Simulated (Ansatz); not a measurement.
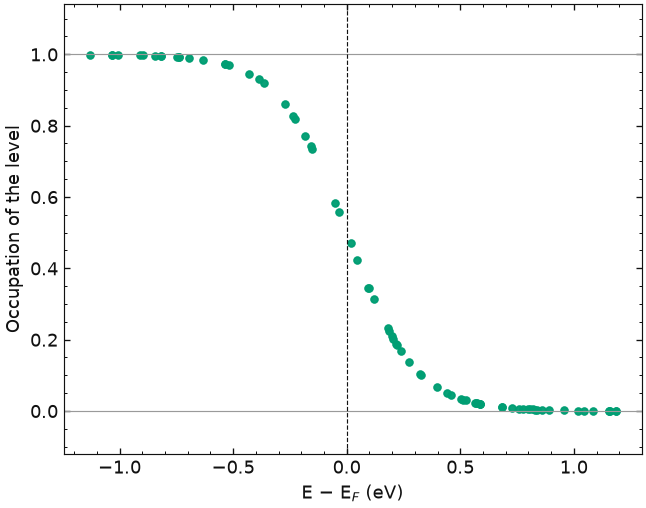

Occupations of the one-electron levels of the k mesh against their energy, from a run on W$_{2}$C, space group P-3m1, 3 atoms in the cell, with Ansatz.

Question: Which smearing scheme was used (Fermi-Dirac, Gaussian, Methfessel-Paxton or cold), and about what width?

Answer: Fermi-Dirac smearing with a width of 0.15 eV. The occupations stay between 0 and 1 and have long exponential tails; the slope at the Fermi level is 1/(4 × width).
